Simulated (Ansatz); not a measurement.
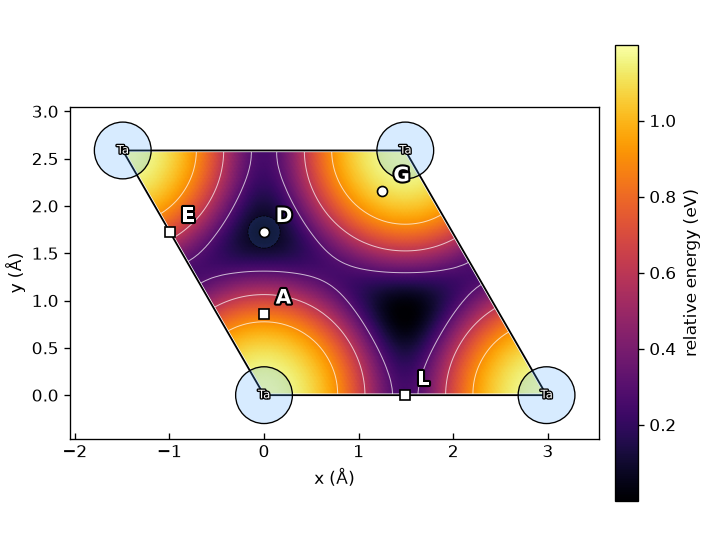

Si on a Ta(111) slab cut from the Fm-3m phase, its upper half relaxed before the scan (12 atoms of substrate and one adsorbate in a 2 × 2 cell). 
- Si is moved over the surface cell; relaxed at each place: the height of the adsorbate's atoms; substrate rigid; the origin of the map has the adsorbate above Ta9.
- Places are given modulo a cell vector. The map is drawn in real space over the plane of the surface.
- The grid has 6 × 6 points; 10 points were computed and 26 follow by symmetry.
- Places are given in fractions of the 1 × 1 surface cell.
- Energies are in eV, from the lowest grid point.
- These are results of Ansatz 0.2.0, DFT PBE, scalar-relativistic, plane waves, PAW, not measurements. Settings: cutoff 420 eV, k-mesh 6×6×1, gaussian smearing 0.1 eV, no spin polarisation.

The picture shows a smooth colour map with a few white contour lines, labelled circles for the atoms of the top layer and small ones for the second layer, the outline of one cell of the plane, lettered points. Between grid points the surface is interpolated.

### Is G the lowest point of the computed grid?

No. G lies 1.08 eV above the lowest grid point, which is at a threefold hollow over a third-layer Ta atom, (4/6, 2/6) of the cell vectors.

### Rank the lettered points by energy, lowest first.

D (0.06 eV), L (0.26 eV), E (0.68 eV), A (0.82 eV), G (1.08 eV).

PAW datasets: the set soft_1.
